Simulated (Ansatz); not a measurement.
ZrO2 (space group P4_2/nmc, No. 137). Coordinates: coordinates from a relaxation with DFT PBE, scalar-relativistic, plane waves, PAW in Ansatz.

```xyz
6
Lattice="3.6210 0.0000 0.0000 0.0000 3.6210 0.0000 0.0000 0.0000 5.2824" Properties=species:S:1:pos:R:3 pbc="T T T"
Zr    0.0000    0.0000    0.0000
Zr    1.8105    1.8105    2.6412
O     0.0000    1.8105    1.6227
O     0.0000    1.8105    4.2639
O     1.8105    0.0000    3.6597
O     1.8105    0.0000    1.0185
```

Describe how the polyhedra about Zr are linked (bonds: O–Zr below 2.7 Å).

Zr: ZrO8 cube, sharing edges with twelve neighbours.

They form a three-dimensional framework of edge-sharing cubes.

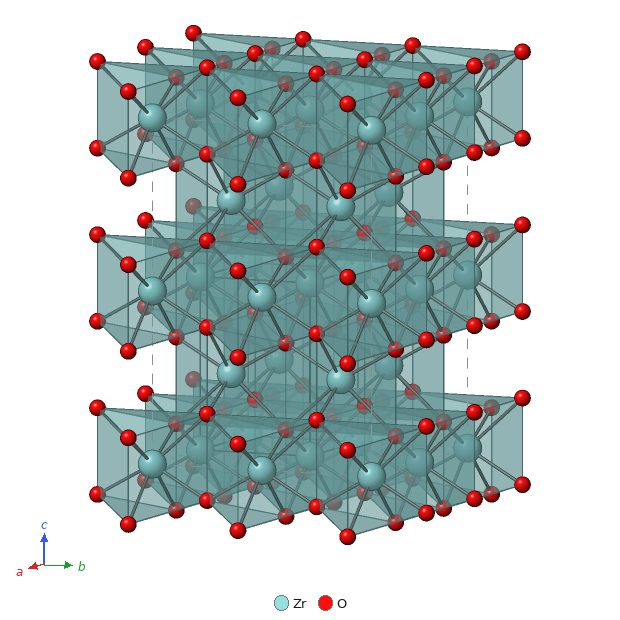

Polyhedra are drawn about Zr (bonds: O–Zr below 2.7 Å); other atoms are plain spheres.
